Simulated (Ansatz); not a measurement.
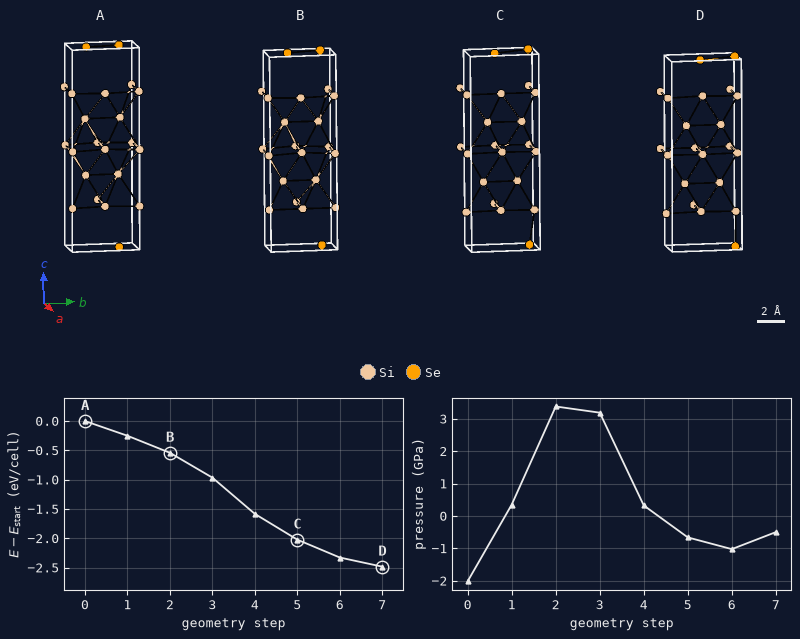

Frames of a relaxation of crystalline Si5Se (a generated structure, set up in P1) (coarse preliminary run), marked on the history of the run. The picture is a ball-and-stick view of the cell of the calculation, seen slightly off an axis.

Computed with Ansatz 0.2.0, DFT PBE, scalar-relativistic, plane waves, PAW.

Input
```yaml
crystal:
  lattice:
    - [2.6549543118, -0.0183957455, -0.0076760522]
    - [-0.036791491, 5.1951422909, -0.0276967235]
    - [-0.0454520717, -0.0820000591, 15.5117535063]
  atoms:
    - { symbol: Si, position: [0.5403804184, 0.2502990494, 0.3627252178] }
    - { symbol: Si, position: [0.5169034712, 0.7378576187, 0.3623193255] }
    - { symbol: Si, position: [0.4964090585, 0.2446826421, 0.6403979982] }
    - { symbol: Si, position: [0.5251273535, 0.7645121064, 0.642569683] }
    - { symbol: Si, position: [0.9696945807, 0.0074171981, 0.2148366118] }
    - { symbol: Si, position: [0.9985967389, 0.4881587807, 0.2207135757] }
    - { symbol: Si, position: [0.003804604, -0.0056088215, 0.7845317631] }
    - { symbol: Si, position: [-0.0364916502, 0.4969996429, 0.7784629586] }
    - { symbol: Si, position: [-0.0034803207, 0.0064891561, 0.4960637587] }
    - { symbol: Si, position: [-8.34007e-05, 0.4888833795, 0.5032935911] }
    - { symbol: Se, position: [0.4988336007, 0.2649879379, -0.0049879733] }
    - { symbol: Se, position: [0.4903055457, 0.7553213097, -0.0009265101] }
basis:
  ecutwfc: 420
kpoints:
  mp_grid: { grid: [8, 4, 2] }
hamiltonian:
  xc: pbe
scf:
  occupations: { method: gaussian, width: 0.2 }
  lower_state_search: "off"
output:
  forces: true
  stress: true
  eigenvalues: true
relax:
  adjacent_minimum: "off"
  f_tol: 0.025
  max_steps: 60
  cell: { stress_tol: 0.25 }
```

Command:
```bash
ansatz run input.yaml --threads 1 --pin off --max-ram 2560MiB --backend cpu --events-out ev --progress --plain --runs-dir out
```

> What happens along the run?

The run was cut off at its time limit before the relaxation converged, so the last structure is only a point on the way. The energy falls by 2.483 eV per cell of the calculation in 7 geometry steps. The largest force component goes from 0.44 to 0.23 eV/Å. The pressure goes from −2.01 to −0.50 GPa. The largest move relative to the cell is that of Se12, 1.15 Å roughly along [3 2 0]. Largest moves by element: Se 1.15 Å, Si 0.78 Å. The drawn cell changes as follows: a 2.655 → 2.565 Å (−3.4 %), b 5.195 → 5.386 Å (+3.7 %), c 15.512 → 14.601 Å (−5.9 %), α 90.6° → 90.8°, β 90.3° → 90.4°, γ 90.8° → 90.1°; the volume changes by −5.7 %. Some distances before and after: Si5–Se12 3.788 → 2.692 Å, Si8–Se11 3.788 → 2.775 Å, Si6–Se11 3.896 → 2.952 Å, Si1–Si9 2.830 → 3.668 Å. New bonds form, among them: Si5–Se12 (3.79 → 2.69 Å). Among the angles between lasting bonds that change: Si2–Si2–Si9 63.5° → 90.6°, Si2–Si2–Si9 116.5° → 89.4°, Si1–Si1–Si9 63.5° → 90.3°. The space group stays P1 (No. 1). From step 0 to 2: Se12 moves most (0.35 Å), volume −7.4 %, energy −0.541 eV per cell of the calculation. From step 2 to 5: Si and Se atoms move most (0.50 Å), volume +3.6 %, energy −1.482 eV per cell of the calculation. From step 5 to 7: Se atoms move most (0.36 Å), volume −1.7 %, energy −0.460 eV per cell of the calculation.

```
step  E − E(0), meV/atom  largest force component, eV/Å  pressure, GPa  volume, Å³/atom
   0                0.00                         0.4401          -2.01           17.828
   1              -20.91                         0.3282           0.35           17.112
   2              -45.11                         0.4705           3.38           16.517
   3              -80.45                         0.5099           3.19           16.557
   4             -131.97                         0.3800           0.32           17.001
   5             -168.58                         0.5366          -0.66           17.108
   6             -193.95                         0.4470          -1.02           17.050
   7             -206.95                         0.2252          -0.50           16.810
```

Limits of the set-up: layers or molecules are held without a dispersion correction, so their spacing is unreliable.
